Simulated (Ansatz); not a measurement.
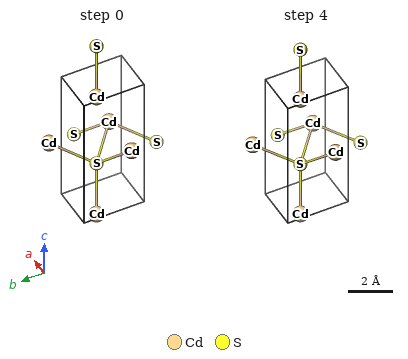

The structure of a crystal of Cd2S (set up in P3m1) before (left) and after (right) a relaxation, at one scale.

The picture is a ball-and-stick view of the cell of the calculation, seen from a free direction.

The run lets cell and atoms move.

Level of theory: Kohn-Sham DFT of a periodic cell, PBE0, Ansatz PAW in Ansatz 0.2.0.

The input:
```yaml
crystal:
  lattice:
    - [3.962670049, 0.0, 0.0]
    - [-1.9813350245, 3.4317729293, 0.0]
    - [0.0, 0.0, 5.809192]
  atoms:
    - { symbol: Cd, position: [0.3333333333, 0.6666666667, 0.932717] }
    - { symbol: Cd, position: [0.6666666667, 0.3333333333, 0.578735] }
    - { symbol: S, position: [0.3333333333, 0.6666666667, 0.365705] }
hamiltonian:
  xc: pbe0
  pseudopotentials: { kind: paw }
kpoints:
  mp_grid: { grid: [4, 4, 2] }
scf:
  occupations: { method: fermi_dirac, width: 0.05 }
output:
  forces: true
  stress: true
  eigenvalues: true
relax:
  f_tol: 0.01
  max_steps: 40
  cell: { stress_tol: 0.05 }
```

Command:
```bash
ansatz run input.yaml --threads 2 --pin off --max-ram 5632MiB --backend cpu --events-out ev --progress --plain --runs-dir out
```

### Summarise the run.

The largest move relative to the cell is that of a Cd atom, 0.010 Å along −c. Largest moves by element: Cd 0.010 Å, S 0.009 Å. Cell: a = b 3.963 → 3.969 Å (+0.2 %), c 5.809 → 5.678 Å (−2.3 %). Volume −1.9 %. Among the contacts that change: Cd–S 2.515 → 2.466 Å, Cd–S 2.601 → 2.582 Å. The space group stays P3m1 (No. 156). The energy falls by 5.8 meV per atom in 3 accepted moves (4 points after the start). Largest force component: 0.24 eV/Å at the start, 0.0089 eV/Å at the end. The pressure goes from −1.43 to −0.01 GPa. The SCF was repeated once at an unchanged geometry on a basis and grid sized afresh for the cell, which shifted the energy by 0.4 meV per atom at most. The run took 4.6 min on 2 threads of Intel(R) Xeon(R) Processor @ 2.50GHz (Skylake/Cascade Lake), with other jobs on the host, peak memory 0.82 GiB.
